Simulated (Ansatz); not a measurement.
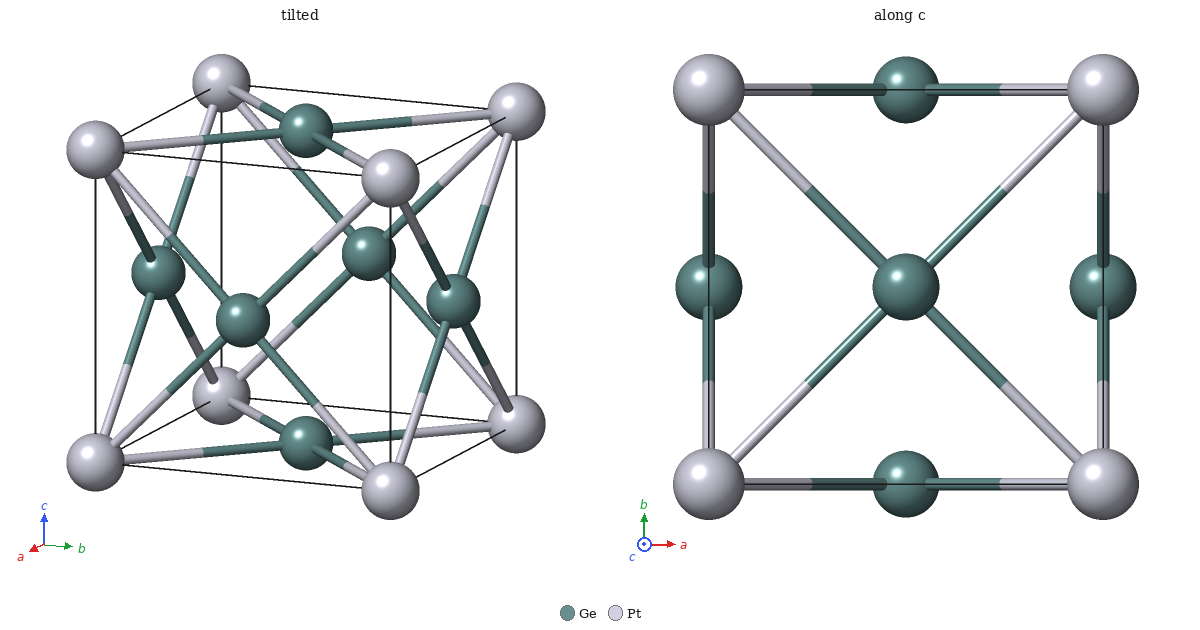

Ball-and-stick representation of a periodic structure, projected slightly off an axis and along the c axis. The parallelepiped is the conventional unit cell. Cell: a = 4.15 Å, b = 4.15 Å, c = 4.15 Å, α = 90.00°, β = 90.00°, γ = 90.00°.

The structure was taken from a structure type filled with these elements by a generator (whether the compound takes this form wasn't checked). Earlier steps of the study may have refined or changed the cell and positions. Ansatz was used for an electronic-structure calculation on it.

### Characterise what is shown.

Formula: Ge3Pt. It belongs to space group Pm-3m (No. 221) and has a primitive cubic lattice. It adopts the structure known as Cu₃Au (L1₂) type. There are 4 atoms in the cell: 3 Ge, 1 Pt. The Ge atoms are each bonded to four Pt in a square planar arrangement at about 2.9 Å. Each Pt atom is coordinated by twelve Ge in a cuboctahedral arrangement at about 2.9 Å. The bonds build a three-dimensional framework.

Method: DFT PBE, scalar-relativistic, plane waves, PAW in Ansatz 0.2.0; a 420 eV plane-wave basis, a 12×12×12 mesh of k-points, Gaussian smearing of 0.1 eV, no spin polarisation.

### Is it conducting or gapped at this level?

A metal: bands cross the Fermi level.

### How are the electrons shared out in a Bader analysis?

Ge +0.23 e; Pt -0.70 e.

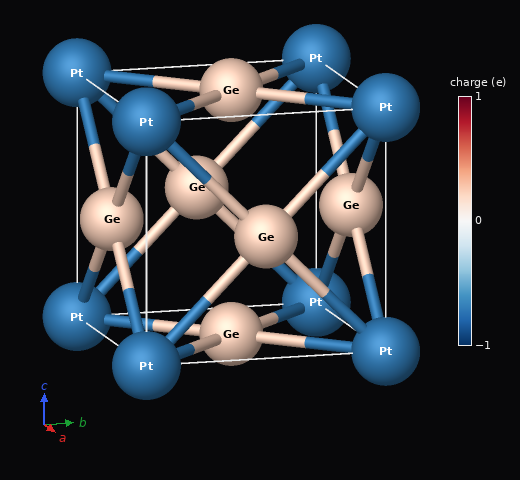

The atoms coloured by those charges. The run's cell of 4 atoms is drawn.

### Is this the optimised geometry for these settings?

Yes. All forces vanish to within 0.01 eV/Å. The pressure is 0.0 GPa, close to zero.
